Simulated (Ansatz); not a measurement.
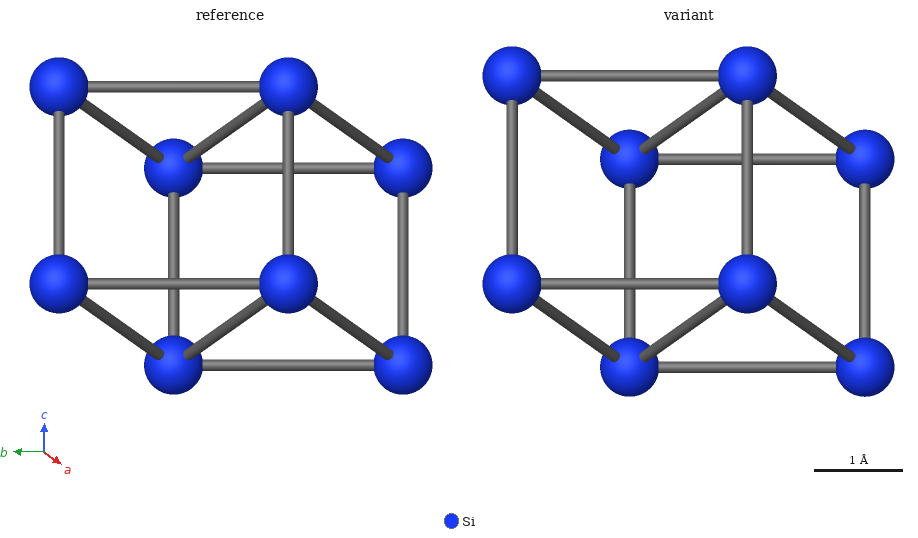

Left: a symmetric starting cell of Si. Right: the same structure after one change, at the same scale. A ball-and-stick model of the cell of the calculation, seen from a free direction.

All numbers below come from DFT PBE, scalar-relativistic, plane waves, PAW in Ansatz 0.2.0. (plane-wave cutoff 420 eV; k-point mesh 18 × 18 × 16; occupations gaussian; smearing width 0.1 eV; no spin polarisation)

> Which change leads from the left to the right?

The cell is strained by +5.6 % along c and +2.6 % across it (volume +11.1 %), the atoms keeping their fractional coordinates. No relaxation follows. The starting cell wasn't computed here and needn't be at equilibrium, so pressure and forces aren't due to the change alone.

> And its effect?

The pressure is −6.9 GPa (not all of it need come from the change, since the unchanged cell can be under pressure at this level too). The principal stresses (compression positive) are −10.7 GPa along c and −4.9 GPa across it. All forces vanish by symmetry. Some distances before and after: Si–Si 2.466 → 2.604 Å, Si–Si 2.621 → 2.688 Å. The space group stays P6/mmm (No. 191).
